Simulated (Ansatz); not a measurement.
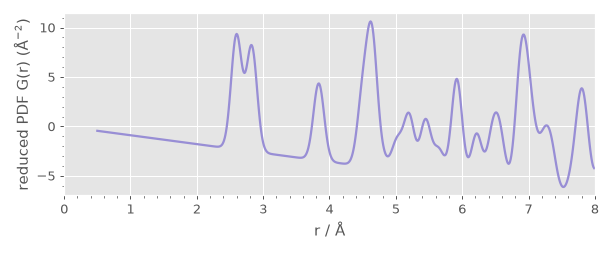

The curve is a calculated X-ray PDF: distances of the static structure, each pair weighted by the product of the atomic numbers (X-ray weights at Q = 0), broadened by Gaussians with σ = 0.08 Å. There is no Q-range truncation.

Candidate structures:

A. 
```
CELL_PARAMETERS angstrom
5.54116 0.00000 0.00000
0.00000 5.54116 0.00000
0.00000 0.00000 5.54116
ATOMIC_POSITIONS crystal
P 0.75000 0.75000 0.75000
P 0.00000 0.50000 0.00000
P 0.75000 0.25000 0.25000
P 0.00000 0.00000 0.50000
P 0.25000 0.75000 0.25000
P 0.50000 0.50000 0.50000
P 0.25000 0.25000 0.75000
P 0.50000 0.00000 0.00000
```

B. 
```cif
data_structure
_symmetry_space_group_name_H-M 'P6_3/mmc'
_symmetry_Int_Tables_number 194
_cell_length_a 2.5980
_cell_length_b 2.5980
_cell_length_c 9.5849
_cell_angle_alpha 90.000
_cell_angle_beta 90.000
_cell_angle_gamma 120.000
_cell_volume 56.03
loop_
_atom_site_label
_atom_site_type_symbol
_atom_site_symmetry_multiplicity
_atom_site_Wyckoff_symbol
_atom_site_fract_x
_atom_site_fract_y
_atom_site_fract_z
_atom_site_occupancy
P1 P 2 a 0.00000 0.00000 0.00000 1
P2 P 2 c 0.33333 0.66667 0.25000 1
```

C. 
```cif
data_structure
_symmetry_space_group_name_H-M 'Im-3m'
_symmetry_Int_Tables_number 229
_cell_length_a 3.0669
_cell_length_b 3.0669
_cell_length_c 3.0669
_cell_angle_alpha 90.000
_cell_angle_beta 90.000
_cell_angle_gamma 90.000
_cell_volume 28.85
loop_
_atom_site_label
_atom_site_type_symbol
_atom_site_symmetry_multiplicity
_atom_site_Wyckoff_symbol
_atom_site_fract_x
_atom_site_fract_y
_atom_site_fract_z
_atom_site_occupancy
P1 P 2 a 0.00000 0.00000 0.00000 1
```

All cells are input geometries of electronic-structure calculations (not necessarily at equilibrium); the starting structure was generated, so it need not be a known form of this composition.

Q: Which candidate gives this PDF?

A: Candidate B, P, P6_3/mmc (first clear peaks at 2.60 Å (P–P) and 2.82 Å (P–P)). The others: A would give first clear peaks at 2.40 Å (P–P) and 3.92 Å (P–P); C would give first clear peaks at 2.66 Å (P–P) and 3.07 Å (P–P).
